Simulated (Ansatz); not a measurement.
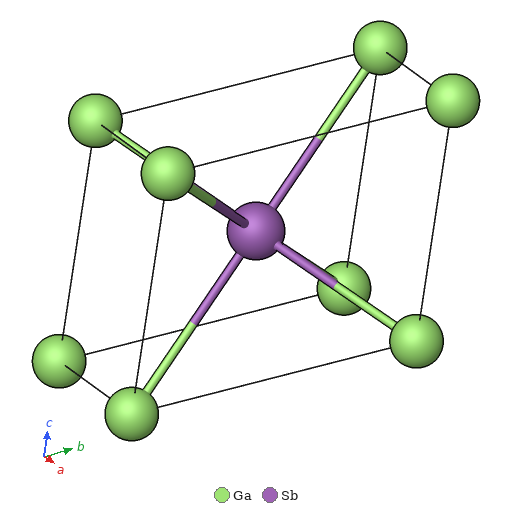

System: GaSb, space group Fm-3m (No. 225) (cell built by us, not taken from a database). The picture shows the cell.

The given structure:
```xyz
2
Lattice="0.0000 2.8638 2.8638 2.8638 0.0000 2.8638 2.8638 2.8638 0.0000" Properties=species:S:1:pos:R:3 pbc="T T T"
Ga    0.0000    0.0000    0.0000
Sb    2.8638    2.8638    2.8638
```

How it was computed, with Ansatz 0.2.0: elastic stress-strain coefficients at zero temperature from small strains of the given cell, Voigt order xx yy zz yz xz xy, Cartesian axes of the cell vectors; plane waves with PAW datasets, Γ-centred k mesh. Level: PBE0, no spin polarisation.

- wave cutoff: 420 eV
- k mesh: 10×10×10
- occupations: Fermi–Dirac
- smearing width: 0.15 eV
- ions: relaxed
- strain amplitude: 0.005

Describe the result: the Young's modulus as a surface whose radius and colour give its value in each direction.

Over all directions E runs from 12.3 to 94.3 GPa, a ratio of 7.6, a strong anisotropy; the crystal is close to a mechanical instability, so the softest values aren't well resolved. E is 94.3 GPa along x, y and z alike, and 12.3 GPa along the body diagonal x + y + z. The Hill averages are K = 65.1 GPa and G = 12.0 GPa, Poisson's ratio 0.41; K/G = 5.42.

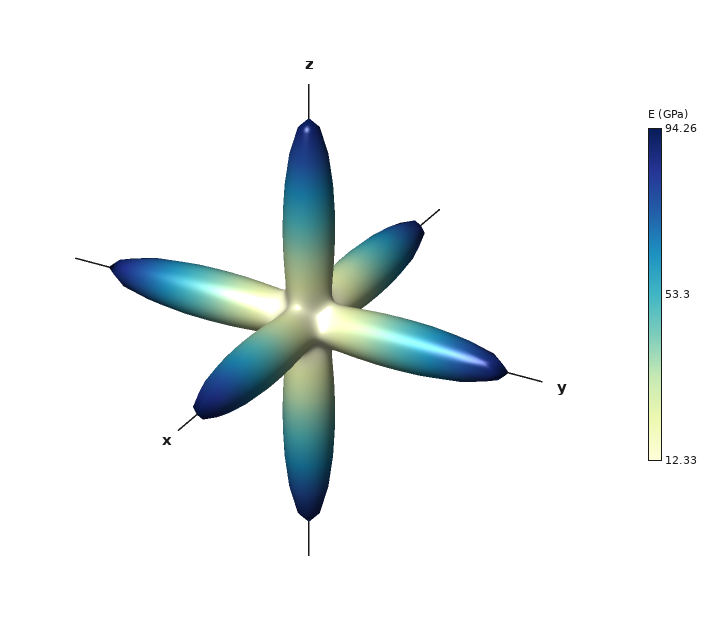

Keep in mind: bands overlap; elastic constants loosely converged; metal sensitive to the k mesh.
